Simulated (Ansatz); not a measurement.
SiO2

Input file:

```
crystal:
  lattice:
    - [-2.6961267166, 4.9217342815, 4.5611798115]
    - [2.6961267166, -4.9217342815, 4.5611798115]
    - [2.5660054274, 4.8504538214, -4.5611798115]
  atoms:
    - { symbol: Si, position: [0.9274917746, 0.8254659879, 0.0635505147] }
    - { symbol: Si, position: [0.7380845269, 0.1360587402, 0.5635505147] }
    - { symbol: Si, position: [0.0725082254, 0.1745340121, 0.9364494853] }
    - { symbol: Si, position: [0.2619154731, 0.8639412598, 0.4364494853] }
    - { symbol: O, position: [0.1289642949, 0.8789642949, 0.25] }
    - { symbol: O, position: [0.8710357051, 0.1210357051, 0.75] }
    - { symbol: O, position: [0.8053795368, 0.4750812801, 0.7483726259] }
    - { symbol: O, position: [0.2267086542, 0.0570069109, 0.7516273741] }
    - { symbol: O, position: [0.1946204632, 0.5249187199, 0.2516273741] }
    - { symbol: O, position: [0.7732913458, -0.0570069109, 0.2483726259] }
    - { symbol: O, position: [0.0, 0.0, 0.0] }
    - { symbol: O, position: [0.5, 0.0, 0.5] }
basis:
  ecutwfc: 420
kpoints:
  mp_grid: { grid: [6, 6, 6] }
hamiltonian:
  xc: pbe
scf:
  occupations: { method: gaussian, width: 0.02 }
output:
  forces: true
  stress: true
  eigenvalues: true
  write_density: true
  write_potential: true
  elf: true
  volumetric_format: npy
relax:
  adjacent_minimum: "off"
  f_tol: 0.008
  max_steps: 40
  cell: { stress_tol: 0.015, fix: [a, b, gamma] }
```

Run with:

```sh
ansatz run input.yaml --threads 2 --pin off --max-ram 5120MiB --backend cpu --events-out ev --progress --plain --runs-dir out
```

Below, planes, directions and counts refer to the conventional cell (a = 10.59 Å, b = 9.12 Å, c = 5.21 Å, α = 90.00°, β = 115.40°, γ = 90.00°).

The fields are those of the run's last geometry, not of the input's.

Space group C2/c; a structure from a database of computed crystals, not necessarily the ambient phase; changed on purpose from its base cell (biaxial strain in the a-b plane, c and atoms relaxed: +2.0 %).

The calculation used Ansatz, DFT PBE, scalar-relativistic, plane waves, PAW.

The density is the valence pseudo-density of a PAW calculation; it isn't the true density close to the nuclei.

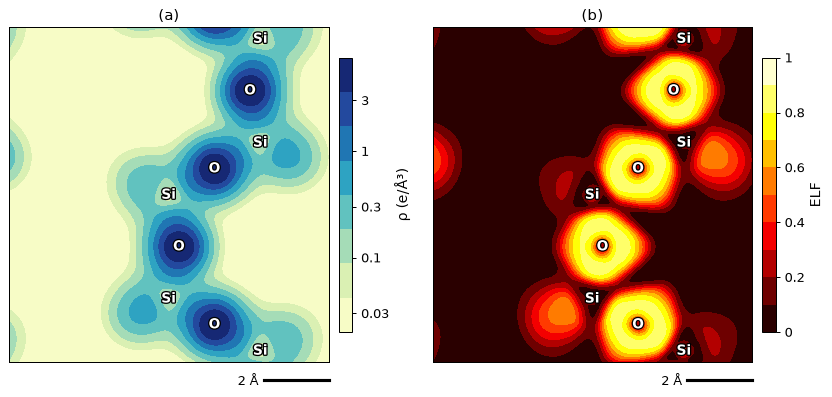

Figure 1. (a) valence electron density; (b) electron localisation function on the (101̄) plane of the conventional cell.

**Read the bonding off the picture.**

The plane passes through Si and O nuclei. Si–O (1.62 Å): ρ is about 1.2 e/Å³ halfway; the ELF peaks at about 0.85 between the atoms (a polar covalent bond). The density dies away to nearly zero in the voids. The ELF also peaks beside O, away from the bonds: lone-pair regions.

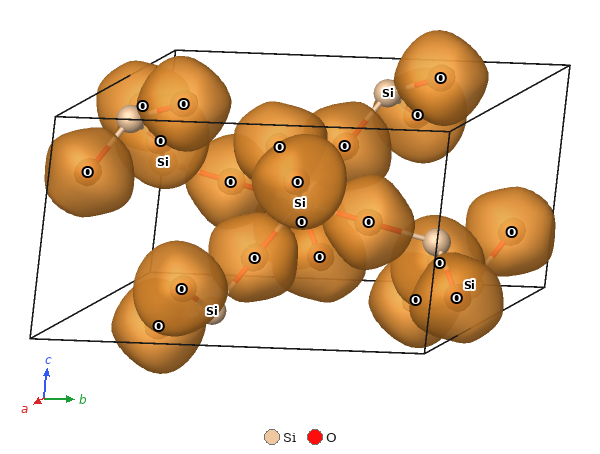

Figure 2. Isosurface of the ELF at 0.6 (orange), seen slightly off an axis. Core shells and regions of very low density are left out. Sticks mark near contacts.

**What do the ELF domains correspond to?**

The surface consists of 16 regions on O in which the atom's valence shell and bonds are merged, counted in one cell of 24 atoms. Regions shared between cells count once.

**Metal or insulator at this level of theory?**

It is gapped, with a Kohn–Sham gap of 5.4 eV on the k-point mesh (the band edges may lie off the mesh, which would make the gap smaller).
